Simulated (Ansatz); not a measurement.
Given this structure:

```
CELL_PARAMETERS angstrom
4.49785 0.00000 0.00000
0.00000 4.49785 0.00000
0.00000 0.00000 8.95595
ATOMIC_POSITIONS crystal
Ti 0.50000 0.00000 0.00000
Ti 0.00000 0.00000 0.26305
Ti 0.00000 0.50000 0.00000
Ti 0.50000 0.50000 0.23695
O 0.00000 0.50000 0.25000
O 0.00000 0.00000 0.00000
O 0.50000 0.00000 0.25000
Ti 0.00000 0.50000 0.50000
Ti 0.50000 0.50000 0.76305
Ti 0.50000 0.00000 0.50000
Ti 0.00000 0.00000 0.73695
O 0.50000 0.00000 0.75000
O 0.50000 0.50000 0.50000
O 0.00000 0.50000 0.75000
```

Before looking at a picture, describe the arrangement of atoms.

Its composition is Ti$_{4}$O$_{3}$. The structure has I4/mmm (No. 139) symmetry and a body-centred tetragonal lattice. Cell content: 8 Ti, 6 O, that is 2 formula units. O bonds to six Ti in an octahedral arrangement at 2.24 to 2.36 Å. Ti takes two kinds of site: 4c with four O in a square planar arrangement at 2.24 to 2.25 Å; 4e with five O in a square pyramidal arrangement at 2.25 to 2.36 Å. Not all metal-metal contacts are counted. The bonds build a three-dimensional framework.

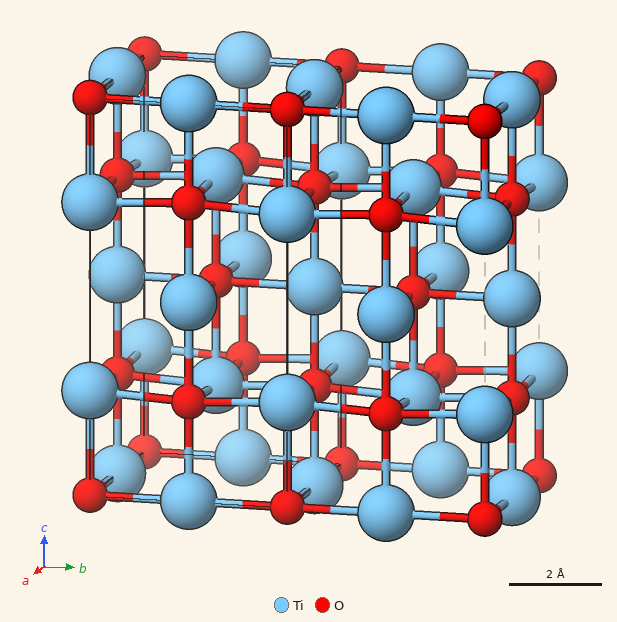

Crystal structure, ball-and-stick style, seen slightly off an axis. The solid box is one conventional unit cell, and 1×2×1 cells are shown. Colours: titanium blue, oxygen red.

Origin of the cell: a structure listed in the Materials Project. The picture shows the end point of a geometry optimisation with DFT r2SCAN+U, scalar-relativistic, plane waves, PAW in Ansatz 0.2.0.
